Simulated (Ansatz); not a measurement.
Si$_{3}$N$_{2}$

Input file:

```
crystal:
  lattice:
    - [1.3717104181, 0.7919573791, 7.7298077728]
    - [-1.3717104181, 0.7919573791, 7.7298077728]
    - [0.0, -1.5839147582, 7.7298077729]
  atoms:
    - { symbol: Si, position: [0.7831856981, 0.7831856981, 0.7831856981] }
    - { symbol: Si, position: [0.2168143019, 0.2168143019, 0.2168143019] }
    - { symbol: Si, position: [0.0, 0.0, 0.0] }
    - { symbol: "N", position: [0.622519545, 0.622519545, 0.622519545] }
    - { symbol: "N", position: [0.377480455, 0.377480455, 0.377480455] }
basis:
  ecutwfc: 420
kpoints:
  mp_grid: { grid: [12, 12, 12] }
hamiltonian:
  xc: pbesol
scf:
  occupations: { method: gaussian, width: 0.1 }
output:
  forces: true
  stress: true
  eigenvalues: true
  write_density: true
  write_potential: true
  elf: true
  volumetric_format: npy
relax:
  adjacent_minimum: "off"
  f_tol: 0.01
  max_steps: 60
  cell: { stress_tol: 0.1 }
```

Launched as:

```sh
ansatz run input.yaml --threads 1 --pin off --max-ram 2560MiB --backend cpu --events-out ev --progress --plain --runs-dir out
```

Below, planes, directions and counts refer to the conventional cell (a = 2.74 Å, b = 2.74 Å, c = 23.19 Å, α = 90.00°, β = 90.00°, γ = 120.00°).

Space group R-3m.

These are results of Ansatz, DFT PBEsol, scalar-relativistic, plane waves, PAW, not measurements.

Q: What will maps of the valence pseudo-density and electron localisation function show?

A: Si–N (1.89 Å): ρ at the midpoint is about 0.82 e/Å³; the ELF peaks at about 0.85 between the atoms.

Q: Does the calculation make it a metal, or give it a gap?

A: It is gapless in this calculation (a metal or semimetal).

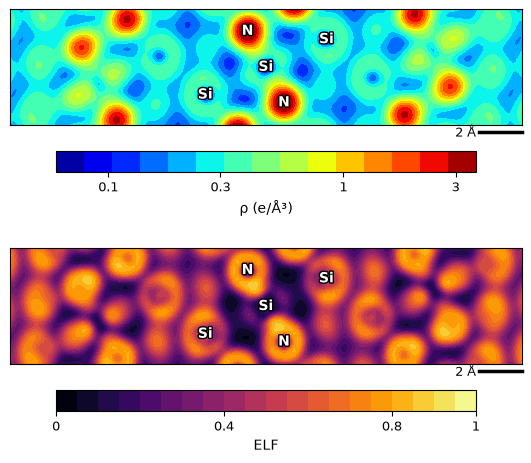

Computed valence pseudo-density and electron localisation function on the (111) plane of the conventional cell, in this order. Atoms just off the plane (Si, 0.3 Å away and N, 0.4 Å away) can leave unmarked features too.

Core electrons are frozen (PAW), and the valence fields are smoothed inside the atomic spheres.
